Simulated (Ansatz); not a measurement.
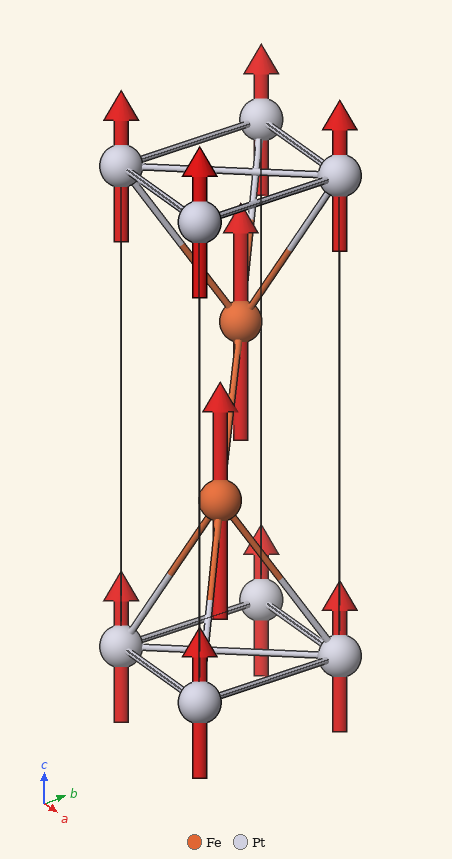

Crystal structure, ball-and-stick style, seen slightly off an axis. The parallelepiped is the simulation cell. Arrows are the site magnetic moments above 0.25 μB; longer means larger, and red and blue are up and down (without spin-orbit coupling the axis itself is arbitrary).

This is the state reached for Fe2Pt. All computed values are from DFT PBEsol, scalar-relativistic, plane waves, PAW in Ansatz. Settings: a cutoff energy of 420 eV, a 12×12×6 k-point grid, Gaussian smearing of 0.15 eV, collinear spins.

> Describe the spin arrangement.

Ferromagnetic (within this cell). Site moments: 2 Fe +2.7 μB and 1 Pt +0.3 μB. The net spin moment of the whole cell is 5.8 μB.

The cell started as a structure listed in the Materials Project. Earlier steps of the study, as a rule a relaxation of our own, may have changed the cell and positions, so they can lie some per cent off the listed ones. Ansatz was used for an electronic-structure calculation on it.
